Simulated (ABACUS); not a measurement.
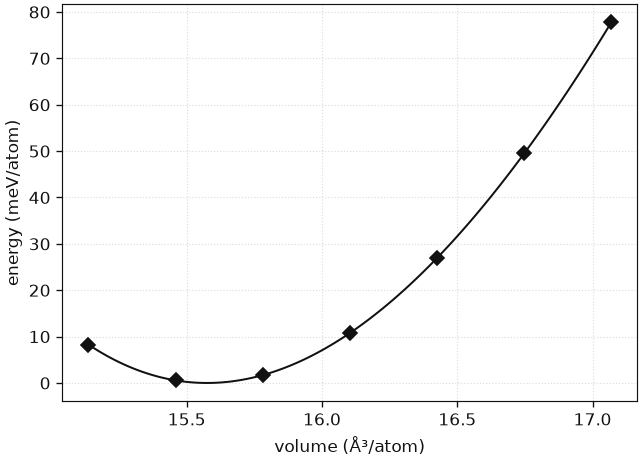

The plot gives the computed energy against volume for NbP, space group I4_1md (No. 109).

The given structure:
```cif
data_structure
_symmetry_space_group_name_H-M 'P 1'
_symmetry_Int_Tables_number 1
_cell_length_a 6.2096
_cell_length_b 6.2096
_cell_length_c 6.2096
_cell_angle_alpha 148.704
_cell_angle_beta 148.704
_cell_angle_gamma 44.848
_cell_volume 64.41
loop_
_atom_site_label
_atom_site_type_symbol
_atom_site_fract_x
_atom_site_fract_y
_atom_site_fract_z
_atom_site_occupancy
Nb1 Nb 0.24988 0.74988 0.50000 1
Nb2 Nb 0.49988 0.49988 0.00000 1
P1 P 0.83275 0.33275 0.50000 1
P2 P 0.08275 0.08275 0.00000 1
```

Method: DFT in plane waves or numerical atomic orbitals with pseudopotentials, no spin polarisation; energies at scaled volumes of the given cell, shape and fractions fixed, counted from the fit's minimum, third-order Birch-Murnaghan fit (ABACUS 3.10.1). Level: PBEsol.

```
         setting                                   value
          k mesh                                11×11×11
     occupations                             Fermi–Dirac
  smearing width                                 0.05 eV
      potentials  PseudoDojo NC SR 0.4.1 PBEsol standard
     wave cutoff                                 1116 eV
  density cutoff                                 4463 eV
program settings                                basis pw
```

From this curve and the settings, what does the calculation give for the pressure at the same points?

The pressure falls from 6.17 GPa at volume 15.14 Å³/atom to −15.41 GPa at 17.07 Å³/atom, and changes sign near 15.58 Å³/atom.

```csv
volume (Å³/atom),pressure (GPa)
15.14,6.17
15.46,1.52
15.78,-2.64
16.10,-6.37
16.43,-9.72
16.75,-12.72
17.07,-15.41
```

Limits of the calculation: shape and atomic fractions are frozen while scaling, which makes layered, chain and framework solids too stiff.
